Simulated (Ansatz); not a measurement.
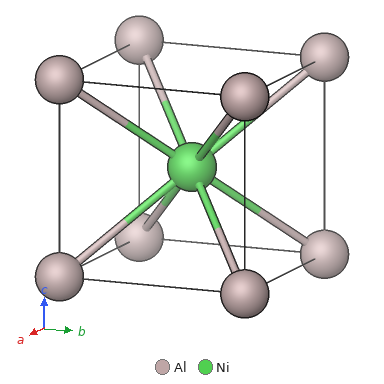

System: AlNi, space group Pm-3m (No. 221). The picture shows the conventional cell.

Starting cell:
```
CELL_PARAMETERS angstrom
2.88100 0.00000 0.00000
0.00000 2.88100 0.00000
0.00000 0.00000 2.88100
ATOMIC_POSITIONS crystal
Al 0.00000 0.00000 0.00000
Ni 0.50000 0.50000 0.50000
```

Computed with Ansatz 0.2.0: periodic Kohn-Sham DFT of a crystal at fixed atoms, scaled to the stated factor times the given cell; pressure positive in compression, energy less spherical unpolarised free atoms. Level: PBE, collinear spin. The state reached is without moments.

method all-electron LAPW; relativity scalar; k mesh 13×13×13; occupations Fermi–Dirac; smearing width 0.05 eV; basis error target 0.5 (meV/atom); nucleus Gaussian.

V(given) is 11.96 Å³/atom.

Describe the result: the energy less free atoms and pressure against V/V(given). The V/V(given) takes the values 0.9400, 0.9405, 0.9600, 0.9800, 0.9900, 1.0000, 1.0100, 1.0200, 1.0400, 1.0600.

A third-order Birch–Murnaghan fit gives V0 = 12.10 Å³/atom, B0 = 159 GPa and B′ = 4.4. The energy less free atoms is −6.0448 eV/atom at V/V(given) 0.9400 and −6.0668 eV/atom at 1.0600; the lowest computed point is at V/V(given) 1.0100 (−6.0793 eV/atom), in a single well. The pressure falls from 13.8 GPa at V/V(given) 0.9400 to −6.7 GPa at 1.0600, and changes sign near 1.012.

```tsv
V/V(given)	energy less free atoms (eV/atom)	pressure (GPa)
0.9400	-6.0448	13.8
0.9405	-6.0453	13.7
0.9600	-6.0620	9.4
0.9800	-6.0731	5.5
0.9900	-6.0765	3.6
1.0000	-6.0785	1.9
1.0100	-6.0793	0.3
1.0200	-6.0790	-1.3
1.0400	-6.0749	-4.1
1.0600	-6.0668	-6.7
```

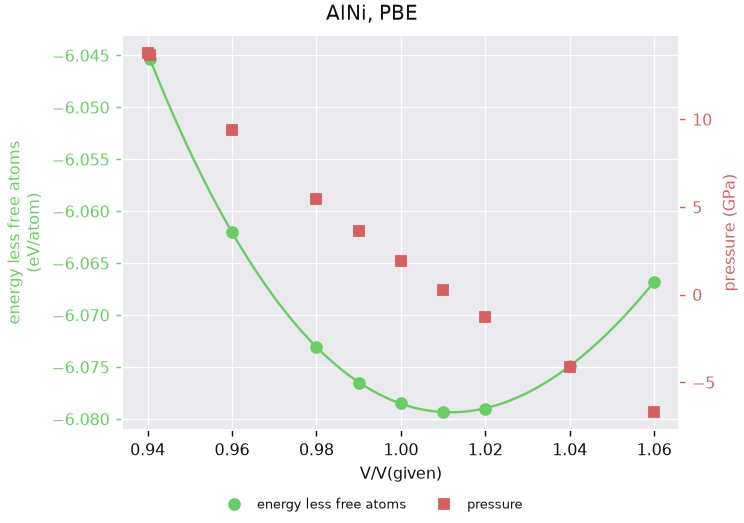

Note: run without spin, though Ni often carries a moment.
